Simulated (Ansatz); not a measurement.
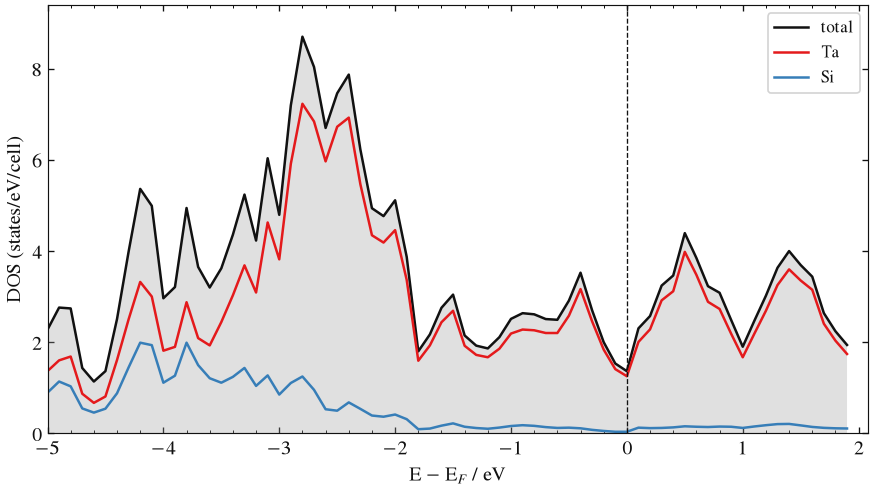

Density of states. Energies are counted from the Fermi level. The partial curves are projected on Löwdin-orthogonalised atomic shells.

System: Ta$_{2}$Si, space group I4/mcm, 6 atoms in the cell; a = 5.06 Å, b = 5.06 Å, c = 5.06 Å, α = 104.59°, β = 104.59°, γ = 119.74°.

Computed with Ansatz: DFT HSE06, scalar-relativistic, plane waves, PAW, no spin polarisation, 6×6×6 k mesh, 420 eV cutoff.

Question: What is the density of states at the Fermi level?

Answer: It is a metal. The density of states at the Fermi level isn't well fixed here: it changes fast, and within 0.3 eV it runs from 1.4 to 3.2 per eV and cell.

Question: What carries the states at the Fermi level?

Answer: By projected weight, the states within 0.3 eV of the Fermi level are Ta almost alone.

Spin-orbit coupling is left out, which matters for Ta.
